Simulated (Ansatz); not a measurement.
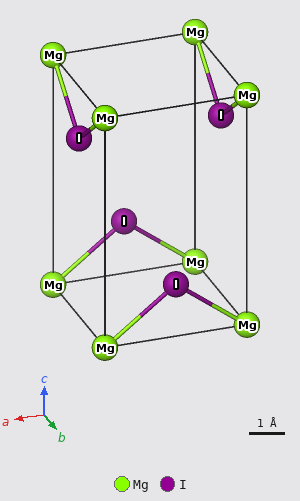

Phonons of crystalline MgI₂ (a generated structure), space group P-4m2 (No. 115), at the zone centre. A ball-and-stick model of the cell of the calculation, seen from a free direction.

All numbers below come from Ansatz 0.2.0, DFT PBE, scalar-relativistic, plane waves, PAW. Settings: plane-wave cutoff 420 eV; k-point mesh 6 × 6 × 4; occupations fixed; no spin polarisation.

Frequencies are those without the non-analytic (LO–TO) term.

Which optical modes does it have, at what frequencies, and is it stable there?

Answer. The calculation's cell holds 3 atoms, so there are 6 optical modes, in 4 levels. The optical modes span 2E + A₁ + B₂. No level is unstable.

```csv
level,symmetry,frequency (cm⁻¹),activity
1,E,38,infrared- and Raman-active
2,A₁,94,Raman-active
3,E,207,infrared- and Raman-active
4,B₂,290,infrared- and Raman-active
```

The displacement patterns (one member of each degenerate set):

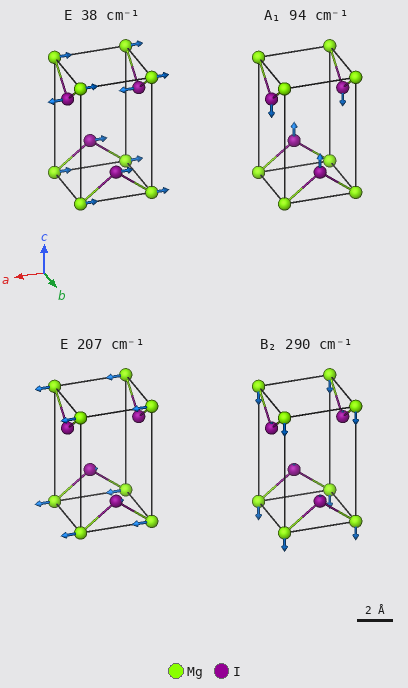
